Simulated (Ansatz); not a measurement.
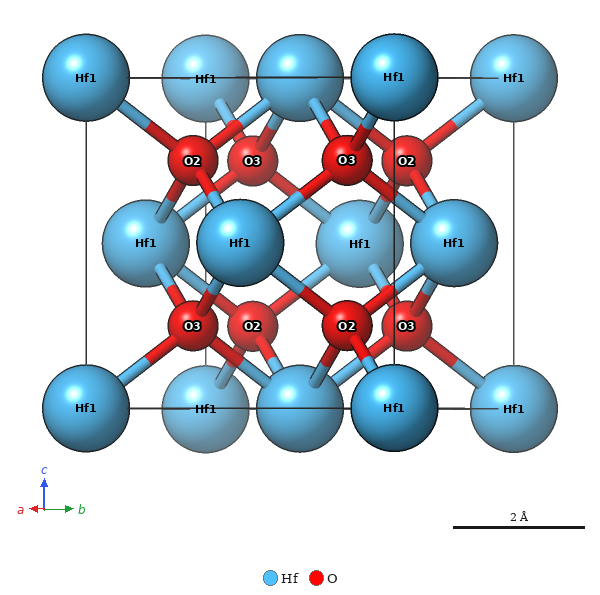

Figure 1. The structure (ball-and-stick view of the cell 4 times as large as that of the calculation, set on its symmetry axes, seen at an oblique angle; atoms are numbered from 1 in the order of the input). Near neighbours in the crystal (not all of them lie inside the picture): Hf has 8 O at 2.19 Å; O has 4 Hf at 2.19 Å.

**Two runs on HfO$_{2}$**

System: HfO$_{2}$ (Fm-3m, 3 atoms in the cell).
Method of run A: DFT, r2SCAN, plane waves, PAW, no spin polarisation (Ansatz 0.2.0).

The structure was built on a prototype by a generator. The geometry comes from this level: r2SCAN. Text and figures count atoms from 1; the logs count them from 0 in places.

### Input file, run A
```yaml
crystal:
  lattice:
    - [0.0, 2.5291823181, 2.5291823181]
    - [2.5291823181, 0.0, 2.5291823181]
    - [2.5291823181, 2.5291823181, 0.0]
  atoms:
    - { symbol: Hf, position: [0.0, 0.0, 0.0] }
    - { symbol: O, position: [0.25, 0.25, 0.25] }
    - { symbol: O, position: [0.75, 0.75, 0.75] }
kpoints:
  mp_grid: { grid: [8, 8, 8] }
hamiltonian:
  xc: r2scan
scf:
  occupations: { method: fixed }
  n_extra_bands: 4
output:
  forces: true
  stress: true
  eigenvalues: true
```

Launched with:
```bash
ansatz run input.yaml --threads 2 --pin off --max-ram 3686MiB --backend cpu --events-out ev --progress --plain --runs-dir out
```

Hardware: 2 threads of Arm Neoverse V2, 24 GiB of memory available, shared host.

### Output, shortened to warnings, some set-up lines, iterations and results (run A)
```
Basis set: ecut = 500 eV, 869 PW (Γ), exchange–correlation on 108×108×108 points (64 copies of the dense FFT grid, shifted against one another)
Symmetry: 48 space group operations
k-points: 29 of 512
Initial density: superposition of atomic densities (neutral atoms: chi_scale 0, normalization atom), corrected by the library's trained network
[...]
SCF iter   1: F=—  HF=-16876.128703 eV  |F-HF|=—  |Δ(HF+E_count)|=         —  Δρ=1.18e-2  dr2=4.10e-2  dr2_τ=2.27e-1  ethr=1.77e-3  ⟨swp⟩=4.0  Hψ=2211  notcnv=0  defer=50
SCF iter   2: F=—  HF=-16876.190255 eV  |F-HF|=—  |Δ(HF+E_count)|=   6.16e-2  Δρ=6.11e-3  dr2=3.62e-3  dr2_τ=2.48e-3  ethr=1.08e-4  ⟨swp⟩=2.0  Hψ=1508  notcnv=0  defer=58
SCF iter   3: F=—  HF=-16876.190377 eV  |F-HF|=—  |Δ(HF+E_count)|=   1.22e-4  Δρ=2.49e-3  dr2=9.03e-4  dr2_τ=1.35e-4  ethr=9.53e-6  ⟨swp⟩=2.0  Hψ=1157  notcnv=0  defer=58
SCF iter   4: F=—  HF=-16876.190677 eV  |F-HF|=—  |Δ(HF+E_count)|=   3.00e-4  Δρ=1.33e-3  dr2=3.64e-4  dr2_τ=6.38e-5  ethr=2.38e-6  ⟨swp⟩=2.0  Hψ=1240  notcnv=0  defer=58
SCF iter   5: F=—  HF=-16876.190556 eV  |F-HF|=—  |Δ(HF+E_count)|=   1.21e-4  Δρ=2.67e-4  dr2=1.98e-5  dr2_τ=1.56e-6  ethr=9.57e-7  ⟨swp⟩=2.0  Hψ=1074  notcnv=0  defer=37
SCF iter   6: F=—  HF=-16876.190557 eV  |F-HF|=—  |Δ(HF+E_count)|=   5.61e-7  Δρ=7.73e-5  dr2=1.78e-6  dr2_τ=1.68e-7  ethr=5.20e-8  ⟨swp⟩=2.0  Hψ=1101  notcnv=0
SCF iter   7: F=-16876.190557 eV  HF=-16876.190557 eV  |F-HF|=1.41e-8  |Δ(HF+E_count)|=   1.70e-7  Δρ=1.33e-5  dr2=3.76e-8  dr2_τ=3.51e-9  ethr=2.63e-10  ⟨swp⟩=5.3  Hψ=3410  …
SCF 1 converged in 7 iterations: F = -16876.190557 eV  dr2 = 3.76e-8
SCF converged after 7 iterations
Free energy (F): -16876.190557 eV
Harris-Foulkes:  -16876.190557 eV  (|F-HF|=1.41e-8)
Internal energy: -16876.190557 eV  (E = F + TS)
E sigma→0 (E₀):  -16876.190557 eV
Fermi energy:    15.835233 eV
--- Per-component energies (eV) ---
  E_band       = 30.845623
  E_kinetic    = 774.942014
  E_local      = -5718.031460  (includes V_loc(G=0)·N_el)
  E_nonlocal   = -1152.541469
  E_hartree    = 2626.690899
  E_xc         = -431.126700
  E_vxc        = -505.354693  (∫ρ·V_xc dr)
  E_paw        = -7271.105281  (= ΣΔE_a)
  E_vpaw       = 1350.908301  (= ΣTr[D̂ρ^β])
  E_aug_tail   = 0.002126  (compensation charges beyond the density's cutoff)
  E_vtau       = 27.533929  (kinetic-family band-sum trace: ∫τ·v_τ [+ j·A + Jᵃ·Aᵃ] dr)
  E_ewald      = -5705.278325
  E_core_change = 0.257640  (= ΣΔE_core)
  E_smearing   = -0.000000  (= −TS)
  E_closure    = 0.000000  (closes the sum)
  Σ components = -16876.190557   (vs F -16876.190557, Δ=0.00e0)
--- Forces (eV/Å), atoms counted from 1 ---
  atom   1  Hf    -0.00000000     0.00000000    -0.00000000
  atom   2  O      0.00000000     0.00000000     0.00000000
  atom   3  O     -0.00000000     0.00000000     0.00000000
  max |Σ_I F_I| component: 3.47e-18 eV/Å
--- Stress (GPa, compression-positive) ---
        0.015823       0.000000       0.000000
       -0.000000       0.015823       0.000000
        0.000000      -0.000000       0.015823
  P = ⅓ Tr σ = 0.0158 GPa (0.158 kbar)
```

The input of run B differs as follows (lines with − go, lines with + come):
```diff
-    - [0.0, 2.5291823181, 2.5291823181]
-    - [2.5291823181, 0.0, 2.5291823181]
-    - [2.5291823181, 2.5291823181, 0.0]
+    - [0.0, 2.5542253558, 2.5542253558]
+    - [2.5542253558, 0.0, 2.5542253558]
+    - [2.5542253558, 2.5542253558, 0.0]
```

How does run B compare with run A?

With the same functional and potentials, run B lies 7.8 meV per atom higher. The gap on the mesh goes from 4.30 to 4.22 eV. The pressure goes from 0.02 to −7.51 GPa. The volume per atom goes from 10.79 to 11.11 Å³. The cell is scaled evenly with the atoms at fixed fractional positions, so −ΔP/Δ ln V estimates the bulk modulus midway between the two volumes: about 250 GPa. The SCF takes 8 iterations against 7.

### Output, shortened to warnings, some set-up lines, iterations and results (run B)
```
Basis set: ecut = 500 eV, 869 PW (Γ), exchange–correlation on 108×108×108 points (64 copies of the dense FFT grid, shifted against one another)
Symmetry: 48 space group operations
k-points: 29 of 512
Initial density: superposition of atomic densities (neutral atoms: chi_scale 0, normalization atom), corrected by the library's trained network
[...]
SCF iter   1: F=—  HF=-16876.110197 eV  |F-HF|=—  |Δ(HF+E_count)|=         —  Δρ=1.18e-2  dr2=4.34e-2  dr2_τ=2.20e-1  ethr=1.77e-3  ⟨swp⟩=4.0  Hψ=2192  notcnv=0  defer=52
SCF iter   2: F=—  HF=-16876.166900 eV  |F-HF|=—  |Δ(HF+E_count)|=   5.67e-2  Δρ=6.41e-3  dr2=4.38e-3  dr2_τ=2.78e-3  ethr=1.14e-4  ⟨swp⟩=2.0  Hψ=1508  notcnv=0  defer=58
SCF iter   3: F=—  HF=-16876.167021 eV  |F-HF|=—  |Δ(HF+E_count)|=   1.22e-4  Δρ=2.44e-3  dr2=1.02e-3  dr2_τ=1.42e-4  ethr=1.15e-5  ⟨swp⟩=2.0  Hψ=1159  notcnv=0  defer=58
SCF iter   4: F=—  HF=-16876.167440 eV  |F-HF|=—  |Δ(HF+E_count)|=   4.19e-4  Δρ=1.51e-3  dr2=4.83e-4  dr2_τ=9.52e-5  ethr=2.69e-6  ⟨swp⟩=2.0  Hψ=1247  notcnv=0  defer=58
SCF iter   5: F=—  HF=-16876.167269 eV  |F-HF|=—  |Δ(HF+E_count)|=   1.71e-4  Δρ=2.83e-4  dr2=2.27e-5  dr2_τ=1.83e-6  ethr=1.27e-6  ⟨swp⟩=2.0  Hψ=1085  notcnv=0  defer=50
SCF iter   6: F=—  HF=-16876.167271 eV  |F-HF|=—  |Δ(HF+E_count)|=   1.70e-6  Δρ=8.02e-5  dr2=1.97e-6  dr2_τ=2.25e-7  ethr=5.97e-8  ⟨swp⟩=2.0  Hψ=1175  notcnv=0
SCF iter   7: F=—  HF=-16876.167270 eV  |F-HF|=—  |Δ(HF+E_count)|=   1.83e-7  Δρ=2.10e-5  dr2=1.10e-7  dr2_τ=6.61e-9  ethr=5.18e-9  ⟨swp⟩=2.0  Hψ=855  notcnv=0
SCF iter   8: F=-16876.167270 eV  HF=-16876.167270 eV  |F-HF|=3.86e-10  |Δ(HF+E_count)|=   1.58e-9  Δρ=2.12e-6  dr2=1.11e-9  dr2_τ=1.33e-10  ethr=2.63e-10  ⟨swp⟩=6.0  Hψ=2974 …
SCF 1 converged in 8 iterations: F = -16876.167270 eV  dr2 = 1.11e-9
SCF converged after 8 iterations
Free energy (F): -16876.167270 eV
Harris-Foulkes:  -16876.167270 eV  (|F-HF|=3.86e-10)
Internal energy: -16876.167270 eV  (E = F + TS)
E sigma→0 (E₀):  -16876.167270 eV
Fermi energy:    15.238521 eV
--- Per-component energies (eV) ---
  E_band       = 6.338466
  E_kinetic    = 772.111401
  E_local      = -5802.724153  (includes V_loc(G=0)·N_el)
  E_nonlocal   = -1153.003170
  E_hartree    = 2657.267313
  E_xc         = -430.350349
  E_vxc        = -504.310510  (∫ρ·V_xc dr)
  E_paw        = -7270.387353  (= ΣΔE_a)
  E_vpaw       = 1352.182531  (= ΣTr[D̂ρ^β])
  E_aug_tail   = 0.002022  (compensation charges beyond the density's cutoff)
  E_vtau       = 27.546107  (kinetic-family band-sum trace: ∫τ·v_τ [+ j·A + Jᵃ·Aᵃ] dr)
  E_ewald      = -5649.340621
  E_core_change = 0.257640  (= ΣΔE_core)
  E_smearing   = -0.000000  (= −TS)
  E_closure    = -0.000000  (closes the sum)
  Σ components = -16876.167270   (vs F -16876.167270, Δ=0.00e0)
--- Forces (eV/Å), atoms counted from 1 ---
  atom   1  Hf    -0.00000000     0.00000000    -0.00000000
  atom   2  O      0.00000000     0.00000000    -0.00000000
  atom   3  O      0.00000000    -0.00000000    -0.00000000
  max |Σ_I F_I| component: 3.47e-18 eV/Å
--- Stress (GPa, compression-positive) ---
       -7.514601      -0.000000      -0.000000
        0.000000      -7.514601       0.000000
        0.000000      -0.000000      -7.514601
  P = ⅓ Tr σ = -7.5146 GPa (-75.146 kbar)
```

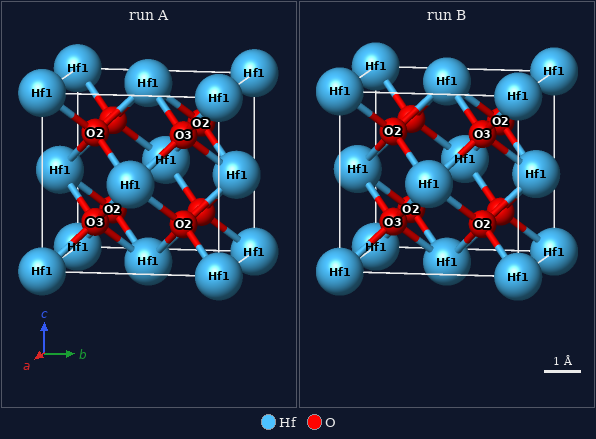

Figure 2. The two input geometries at one scale (ball-and-stick view of the cell 4 times as large as that of the calculation, set on its symmetry axes, seen slightly off an axis). The atoms keep their places relative to the cell (all moves are under 0.005 Å). Cell: a = b = c 5.058 → 5.108 Å (+1.0 %). Volume +3.0 %. Among the contacts that change: Hf1–O2 2.190 → 2.212 Å.

### The two runs side by side

| quantity | run A | run B |
| --- | --- | --- |
| outcome | converged | converged |
| free energy per atom (eV) | −5625.3969 | −5625.3891 |
| gap on the mesh (eV) | 4.30 | 4.22 |
| pressure (GPa) | 0.02 | −7.51 |
| volume per atom (Å³) | 10.79 | 11.11 |
| largest force (eV/Å) | 0.000 | 0.000 |
| SCF iterations | 7 | 8 |
| irreducible k-points | 29 | 29 |
| plane waves at Γ | 869 | 869 |
| wall time (shared host) | 1.7 s | 1.7 s |

For both runs: Spin–orbit coupling is left out, which matters for Hf. For run B: The cell is under a tension of 7.5 GPa at this level, so it is not at its equilibrium volume.
